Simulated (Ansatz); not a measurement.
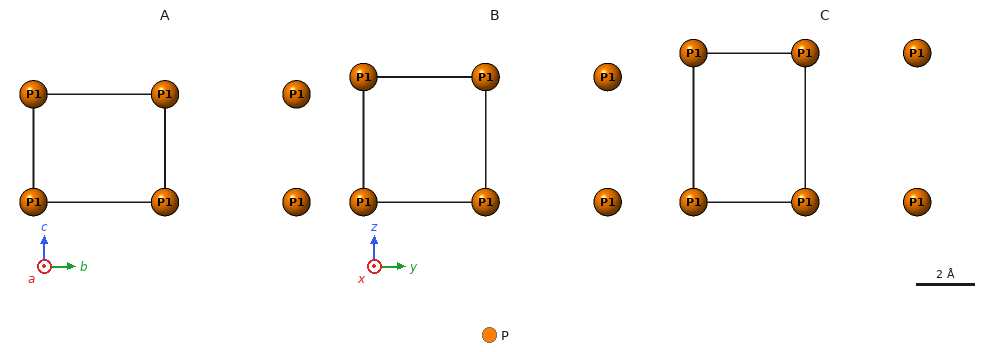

A scan of solid P (P4/mmm): the ratio of the cell's length along z to its lengths across, counted as 1 for the reference, is changed at fixed volume (a c/a path), with the atoms kept at their fractional coordinates. x, y and z are the Cartesian axes of the input. Style: ball-and-stick. Shown: the cell of the calculation, repeated 2 × 2 × 1 with one cell outlined, along the a axis.

All numbers below come from Ansatz, DFT PBEsol+D3(BJ), scalar-relativistic, plane waves, PAW. Set-up: plane-wave cutoff 420 eV; k-point mesh 12 × 12 × 12; occupations gaussian; smearing width 0.15 eV; no spin polarisation. Energies (free energies at the smearing named) are counted from the cell as listed in its source, which wasn't relaxed.

Rank the frames from lowest to highest energy.

Answer. Lowest first: C (the relative ratio 1.30, −242.0 meV/atom), A (the relative ratio 0.80, −117.7 meV/atom), B (the relative ratio 1.00, 0.0 meV/atom). Over the whole scan: of the computed points the lowest is at the relative ratio 1.30, −242.0 meV/atom. A local maximum lies at 0.96 (0.9 meV/atom). The energy is still falling at the end of the range, so the minimum along this coordinate lies there or beyond. The end points stand at −117.7 meV/atom (0.80) and −242.0 meV/atom (1.30). The unrelaxed reference is under a pressure of −4.0 GPa. The distortion keeps the space group P4/mmm. At the relative ratio 1.30 the cell of the drawing goes a 4.273 → 3.915 Å, b 4.273 → 3.915 Å, c 4.378 → 5.215 Å.
